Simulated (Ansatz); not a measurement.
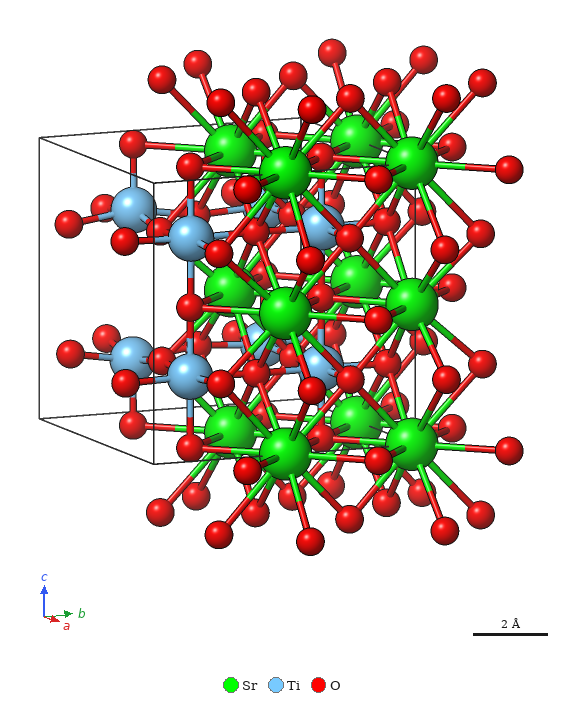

**Figure 1.** The structure (ball-and-stick view of the cell of the calculation, seen slightly off an axis; bonded neighbours outside the cell are drawn too).

## Sr₈Ti₈O₂₃ (charge +2): single-point calculation (part 1 of 2)

System: Sr₈Ti₈O₂₃ (defect cell, 39 atoms in the cell, total charge +2).
Method: DFT, HSE06, PAW, plane waves (Ansatz 0.2.0).

Figures and captions count atoms from 1; the log counts them from 0 in places.

## The program's output
```
Pseudopotentials: kind: paw
Functional definition: HSE06
  parameter a = 0.25
  parameter omega = 0.11/bohr
  exchange = pbe_x - a*pbe_x_sr(omega) + a*exact_x_sr(omega)
  correlation = pbe_c
Crystal: 39 atoms, lattice volume = 471.423 Å³
Basis set: ecut = 420 eV, 9171 PW (Γ), exchange–correlation on 108×108×108 points (8 copies of the dense FFT grid, shifted against one another)
Bands: 195, of which v1, the nominal top of the filled ones, is band 156 counted from 1 (155 counted from 0)
Symmetry: 1 space group operations
k-points: 1
Non-local potential: Sr, projectors of the file, l = 0: 3, l = 1: 2, l = 2: 2
Non-local potential: Ti, projectors of the file, l = 0: 3, l = 1: 2, l = 2: 3, l = 3: 1
Non-local potential: O, projectors of the file, l = 0: 2, l = 1: 2, l = 2: 1
PAW form: soft (Blöchl's): semilocal exchange-correlation on the pseudo side does not see the compensation charge
PAW frozen core: Sr, regenerated for the run's functional, and the local potential with it (the file was generated under x = pbe(κ = 0.804, μ = 0.2195149727645171), c = pbe(β = 0.06672455060314922))
PAW frozen core: Ti, regenerated for the run's functional, and the local potential with it (the file was generated under x = pbe(κ = 0.804, μ = 0.2195149727645171), c = pbe(β = 0.06672455060314922))
PAW frozen core: O, regenerated for the run's functional, and the local potential with it (the file was generated under x = pbe(κ = 0.804, μ = 0.2195149727645171), c = pbe(β = 0.06672455060314922))
PAW one-centre angular grid: Sr, 110 points (default); XC on 64 Gauss nodes
PAW one-centre angular grid: Ti, 590 points (default); XC on 64 Gauss nodes
PAW one-centre angular grid: O, 110 points (default); XC on 96 Gauss nodes
Initial density: superposition of atomic densities (neutral atoms scaled as one to the charged cell's electrons: chi_scale 0, normalization atom), corrected by the library's trained network
Initial wavefunctions: pseudopotential atomic-orbital guess
Functional: x = pbe(κ = 0.804, μ = 0.2195149727645171), c = pbe(β = 0.06672455060314922), warm-up for x = pbe(κ = 0.804, μ = 0.2195149727645171) + 0.25 (exact − pbe) at short range (hse, ω = 0.20786987370883472 Å⁻¹), c = pbe(β = 0.06672455060314922); HSE06 as pw.x's `hse` composes it (authors' and Libxc's form: `xc: wpbeh`)
SCF iter   1: F=—  HF=-61490.137868 eV  |F-HF|=—  |Δ(HF+E_count)|=         —  Δρ=1.15e-2  dr2=6.88e-1  ethr=1.77e-3  ⟨swp⟩=12.0  Hψ=871  notcnv=0
preconditioner: auto → none  [insulator: Δε(μ)=2.570 eV  Ē_g=11.984 eV  σ=0.010 eV  W_gap=1.00  n_scr=122 (ndim 8)  ℏωp=26.0 eV  f_vac=0.000  D(μ)=0.00/eV (n_scr^D=0)]
iter 2 solved again at ethr=2.02e-5 eV; its pass at ethr=2.21e-4 eV (dr2=6.31e-2 eV) is discarded
SCF iter   2: F=—  HF=-61489.973344 eV  |F-HF|=—  |Δ(HF+E_count)|=   1.65e-1  Δρ=3.91e-3  dr2=6.42e-2  ethr=2.02e-5  ⟨swp⟩=5.0  Hψ=968  notcnv=0
SCF iter   3: F=—  HF=-61489.968171 eV  |F-HF|=—  |Δ(HF+E_count)|=   5.17e-3  Δρ=1.49e-3  dr2=9.87e-3  ethr=2.02e-5  ⟨swp⟩=8.0  Hψ=502  notcnv=0  defer=1
SCF iter   4: F=-61489.970706 eV  HF=-61489.970760 eV  |F-HF|=5.34e-5  |Δ(HF+E_count)|=   2.59e-3  Δρ=3.04e-4  dr2=4.87e-4  ethr=3.16e-6  ⟨swp⟩=7.0  Hψ=515  notcnv=0  defer=3
SCF 1 stopped early in 4 iterations: F = -61489.970706 eV  dr2 = 4.87e-4
  greatest PAW one-centre occupation: 0.999 electrons in one spin orbital (limit 2), on the Ti atom at site 15 (counted from 0), in its partial waves of l = 0
Initial density: handed on by an earlier stage of this run
Initial wavefunctions: those handed on with the density
Functional: x = pbe(κ = 0.804, μ = 0.2195149727645171) + 0.25 (exact − pbe) at short range (hse, ω = 0.20786987370883472 Å⁻¹), c = pbe(β = 0.06672455060314922); HSE06 as pw.x's `hse` composes it (authors' and Libxc's form: `xc: wpbeh`)
Exchange kernel: α = 0.2500, screened, ω = 0.2079 Å⁻¹, Wigner–Seitz truncation, v(0) = 760.8953 eV·Å³, q-mesh 1×1×1, nearest image of the exchange supercell L = 7.78 Å, pair-density grid 40×40×40, without the augmentation charges, whose exchange is taken in its separable form (sized by the pseudopotential files, 54×54×54 at the most)
Frozen-core exchange: fock
SCF iter   1: F=—  HF=-61505.187072 eV  |F-HF|=—  |Δ(HF+E_count)|=         —  Δρ=2.70e-2  dr2=5.11e0  ethr=1.56e-6  ⟨swp⟩=17.0  Hψ=1067  notcnv=0
preconditioner: auto → none  [insulator: Δε(μ)=4.752 eV  Ē_g=14.921 eV  σ=0.010 eV  W_gap=1.00  n_scr=122 (ndim 8)  ℏωp=26.0 eV  f_vac=0.009  D(μ)=0.00/eV (n_scr^D=0)]
SCF iter   2: F=—  HF=-61504.699036 eV  |F-HF|=—  |Δ(HF+E_count)|=   4.88e-1  Δρ=2.89e-2  dr2=4.20e0  ethr=1.56e-6  ⟨swp⟩=12.0  Hψ=1061  notcnv=0
SCF iter   3: F=—  HF=-61503.857791 eV  |F-HF|=—  |Δ(HF+E_count)|=   8.41e-1  Δρ=4.08e-3  dr2=1.05e-1  ethr=1.56e-6  ⟨swp⟩=7.0  Hψ=913  notcnv=0
SCF iter   4: F=—  HF=-61504.058993 eV  |F-HF|=—  |Δ(HF+E_count)|=   2.01e-1  Δρ=3.21e-3  dr2=6.72e-2  ethr=1.56e-6  ⟨swp⟩=5.0  Hψ=726  notcnv=0
SCF iter   5: F=—  HF=-61504.043296 eV  |F-HF|=—  |Δ(HF+E_count)|=   1.57e-2  Δρ=1.09e-3  dr2=5.14e-3  ethr=1.56e-6  ⟨swp⟩=5.0  Hψ=679  notcnv=0
SCF iter   6: F=—  HF=-61504.045048 eV  |F-HF|=—  |Δ(HF+E_count)|=   1.75e-3  Δρ=7.52e-4  dr2=1.58e-3  ethr=1.56e-6  ⟨swp⟩=5.0  Hψ=521  notcnv=0
SCF iter   7: F=—  HF=-61504.044687 eV  |F-HF|=—  |Δ(HF+E_count)|=   3.60e-4  Δρ=2.63e-4  dr2=2.74e-4  ethr=4.91e-7  ⟨swp⟩=4.0  Hψ=409  notcnv=0
SCF iter   8: F=-61504.044741 eV  HF=-61504.044646 eV  |F-HF|=9.52e-5  |Δ(HF+E_count)|=   4.16e-5  Δρ=4.40e-5  dr2=4.96e-5  ethr=7.43e-8  ⟨swp⟩=4.0  Hψ=408  notcnv=0
SCF 2 stopped early in 8 iterations: F = -61504.044741 eV  dr2 = 4.96e-5
  Residual-converged pass: ⟨swp⟩=5.0  Hψ=622  notcnv=0  max |occ|·‖R‖ = 5.8e-6 eV (tolerance 6.7e-6 eV)  dr2=4.98e-5  dr2_onsite=7.50e-7  max |Δocc| = 0.0e0
  greatest PAW one-centre occupation: 1.000 electrons in one spin orbital (limit 2), on the Ti atom at site 15 (counted from 0), in its partial waves of l = 0
hybrid outer 1: dexx = +2.278e-1 eV, tail = 4.12e-4 eV
SCF iter   1: F=—  HF=-61504.040253 eV  |F-HF|=—  |Δ(HF+E_count)|=         —  Δρ=1.64e-4  dr2=1.56e-4  ethr=6.59e-7  ⟨swp⟩=6.0  Hψ=463  notcnv=0
preconditioner: auto → none  [insulator: Δε(μ)=4.131 eV  Ē_g=14.251 eV  σ=0.010 eV  W_gap=1.00  n_scr=122 (ndim 8)  ℏωp=26.0 eV  f_vac=0.011  D(μ)=0.00/eV (n_scr^D=0)]
SCF iter   2: F=—  HF=-61504.040221 eV  |F-HF|=—  |Δ(HF+E_count)|=   3.12e-5  Δρ=4.81e-5  dr2=1.09e-5  ethr=4.68e-8  ⟨swp⟩=3.0  Hψ=413  notcnv=0
SCF iter   3: F=—  HF=-61504.040228 eV  |F-HF|=—  |Δ(HF+E_count)|=   6.42e-6  Δρ=3.04e-5  dr2=4.39e-6  ethr=2.93e-9  ⟨swp⟩=5.0  Hψ=459  notcnv=0
SCF iter   4: F=—  HF=-61504.040227 eV  |F-HF|=—  |Δ(HF+E_count)|=   7.99e-7  Δρ=1.06e-5  dr2=3.94e-7  ethr=1.22e-9  ⟨swp⟩=3.0  Hψ=398  notcnv=0
SCF iter   5: F=—  HF=-61504.040228 eV  |F-HF|=—  |Δ(HF+E_count)|=   5.57e-7  Δρ=8.35e-6  dr2=3.60e-7  ethr=9.28e-11  ⟨swp⟩=6.0  Hψ=545  notcnv=0
SCF iter   6: F=-61504.040227 eV  HF=-61504.040228 eV  |F-HF|=2.03e-8  |Δ(HF+E_count)|=   7.56e-8  Δρ=2.00e-6  dr2=2.29e-8  ethr=9.28e-11  ⟨swp⟩=3.0  Hψ=427  notcnv=0
SCF 3 converged in 6 iterations: F = -61504.040227 eV  dr2 = 2.29e-8
  Residual-converged pass: ⟨swp⟩=4.0  Hψ=501  notcnv=0  max |occ|·‖R‖ = 1.5e-6 eV (tolerance 2.0e-6 eV)  dr2=2.40e-8  dr2_onsite=1.09e-9  max |Δocc| = 0.0e0
hybrid outer 2: dexx = +9.419e-6 eV, tail = 1.05e-7 eV, Δε = 6.31e-3 eV (about 1.21e-4 eV left of the loop's levels), ΔF = 1.58e-2 eV/Å (tail 1.36e-3)
SCF iter   1: F=—  HF=-61504.040228 eV  |F-HF|=—  |Δ(HF+E_count)|=         —  Δρ=2.87e-6  dr2=4.84e-8  ethr=1.68e-10  ⟨swp⟩=10.0  Hψ=523  notcnv=0
preconditioner: auto → none  [insulator: Δε(μ)=4.132 eV  Ē_g=14.250 eV  σ=0.010 eV  W_gap=1.00  n_scr=122 (ndim 8)  ℏωp=26.0 eV  f_vac=0.011  D(μ)=0.00/eV (n_scr^D=0)]
SCF iter   2: F=-61504.040228 eV  HF=-61504.040228 eV  |F-HF|=5.89e-9  |Δ(HF+E_count)|=   1.26e-8  Δρ=1.32e-6  dr2=7.53e-9  ethr=1.53e-11  ⟨swp⟩=3.0  Hψ=418  notcnv=0
SCF 4 converged in 2 iterations: F = -61504.040228 eV  dr2 = 7.53e-9
  Residual-converged pass: ⟨swp⟩=3.0  Hψ=429  notcnv=0  max |occ|·‖R‖ = 1.6e-6 eV (tolerance 2.0e-6 eV)  dr2=7.86e-9  dr2_onsite=7.32e-10  max |Δocc| = 0.0e0
```

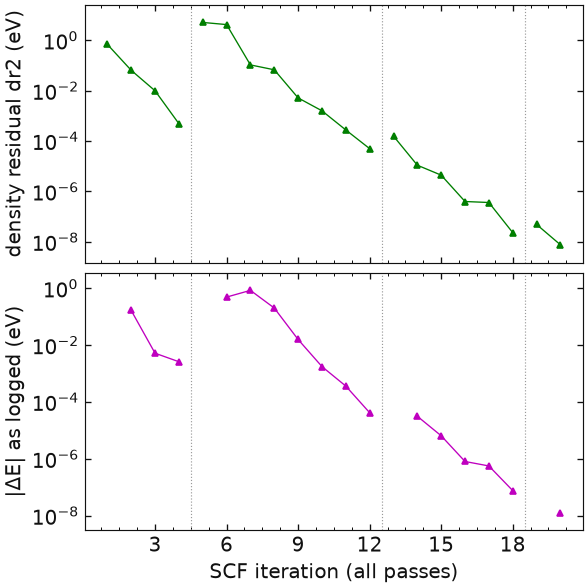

**Figure 2.** Convergence of the self-consistent field: density residual dr2 and size of the energy change against the SCF iteration. The run starts with a semilocal functional; after that each stretch between dotted lines is one SCF of the hybrid functional between two exact rebuilds of the exchange operator by the outer loop. Early passes are stopped at a loose threshold. The passes take 4, 8, 6 and 2 iterations.

```
hybrid outer 3: dexx = +5.406e-9 eV, tail = 1.65e-8 eV, Δε = 1.10e-4 eV (about 5.95e-5 eV left of the loop's levels), ΔF = 1.87e-4 eV/Å (tail 4.70e-4)
NSCF: frozen V_eff on 1 k-points
hybrid SCF converged: 3 outer / 16 inner (+4 warm-up), last move |dexx| = 5.41e-9 eV, tail = 1.65e-8 eV
Stability not checked: this state was not tested for a lower state beside it, because the functional holds exact exchange (a hybrid, or Hartree-Fock), whose exchange loop this test does not read (fock_operator; see scf.lower_state_search)
Free energy (F): -61504.040228 eV
Harris-Foulkes:  -61504.040228 eV  (|F-HF|=5.89e-9)
Internal energy: -61504.040228 eV  (E = F + TS)
E sigma→0 (E₀):  -61504.040228 eV
Fermi energy:    10.784245 eV
--- Per-component energies (eV) ---
  E_band       = -2347.115659
  E_kinetic    = 8199.413729
  E_local      = -19082.766663  (includes V_loc(G=0)·N_el)
  E_nonlocal   = 2676.457792
  E_hartree    = 6707.845768
  E_xc         = -3112.610897
  E_vxc        = -3556.036725  (∫ρ·V_xc dr)
  E_exx        = -951.034856  (= α·E_x^exact, valence–valence)
  E_paw        = -33375.657254  (= ΣΔE_a)
  E_vpaw       = -2097.862017  (= ΣTr[D̂ρ^β])
  E_aug_tail   = 0.057436  (compensation charges beyond the density's cutoff)
  E_ewald      = -22560.780481
  E_core_change = -4.964803  (= ΣΔE_core)
  E_smearing   = -0.000000  (= −TS)
  E_closure    = 0.000001  (closes the sum)
  E_deformation_potential = 41.227651  (in the stress; not in F)
  Σ components = -61504.040228   (vs F -61504.040228, Δ=0.00e0)
```
